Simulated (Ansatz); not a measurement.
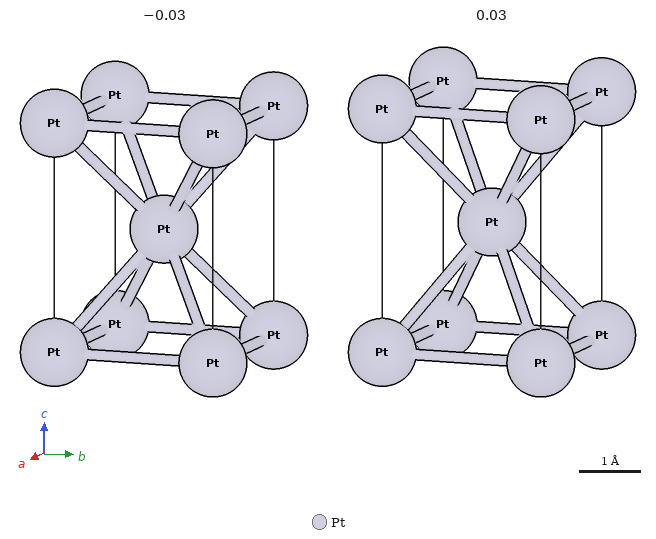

A crystal of Pt (set up in Fm-3m), under strain along c alone (the other axes held, atoms fixed by symmetry), with energies (extrapolated to zero smearing) counted from the relaxed crystal, which is the row at zero; the cubic crystal is set up in a tetragonal cell with a = a(cubic)/√2 and c = a(cubic). The picture shows the first and the last member. The picture is a ball-and-stick view of the cell of the calculation, seen slightly off an axis.

Computed with Ansatz 0.2.0: DFT PBE, scalar-relativistic, plane waves, PAW. Set-up: plane-wave cutoff 420 eV; k-point mesh 18 × 18 × 14; occupations gaussian; smearing width 0.1 eV; no spin polarisation.

```csv
strain,energy (meV/atom),a (Å),c (Å)
−0.03,13.64,2.807,3.851
−0.02,?,?,?
−0.01,1.37,2.807,3.930
0.0,0.00,2.807,3.970
0.01,1.52,2.807,4.010
0.02,5.78,2.807,4.050
0.03,12.63,2.807,4.089
```

Q: Fill in the missing row.

A: A parabola through three neighbouring rows (−0.03, −0.01, 0.0) gives, with Lagrange weights, (0.3333)(13.64) + (1.0000)(1.37) + (−0.3333)(0.00) = 5.92 meV/atom. The calculation gives 5.83 meV/atom (a = 2.807 Å, c = 3.891 Å). The estimate is 0.09 meV/atom too high. From the first member to the last: Pt–Pt 2.766 → 2.850 Å.

The whole series:

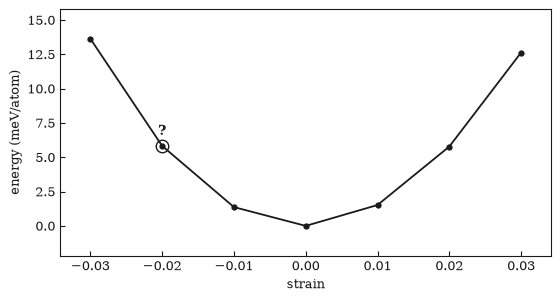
